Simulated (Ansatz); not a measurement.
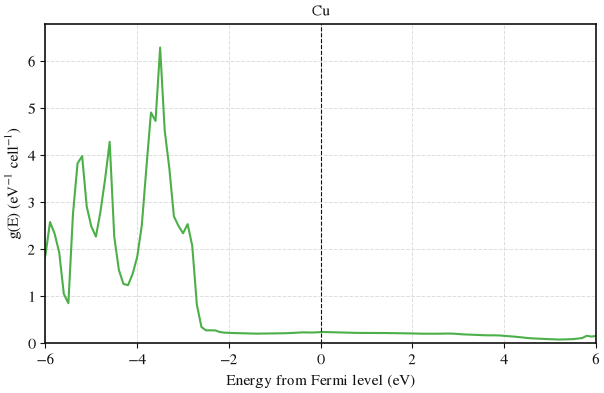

Density of states. Energies are counted from the Fermi level.

The material is Cu, space group I4/mmm, 1 atom in the primitive cell; a = 2.886 Å, c = 2.752 Å (tetragonal axes).

Computed with Ansatz 0.2.0: B3LYP5, Ansatz PAW, no spin polarisation, no spin-orbit coupling, 10×10×10 k mesh in the self-consistent step, 420 eV cutoff, Gaussian smearing of 0.02 eV.

Metal or insulator, and how many states lie at the Fermi level?

It is a metal. The density of states at the Fermi level is about 0.23 per eV and cell (mean within 0.25 eV).

The density of states comes from the program's own step for it, whose mesh and broadening can differ from those of the self-consistent step. The potentials were made for another functional. The k mesh is thin for exact exchange. Unscreened exact exchange wrongly thins out the states at the Fermi level of a metal. The cell is at 14 GPa in this functional. This isn't the form of Cu at room conditions, which is fcc. The k mesh is thin for a density of states, so fine features aren't converged.
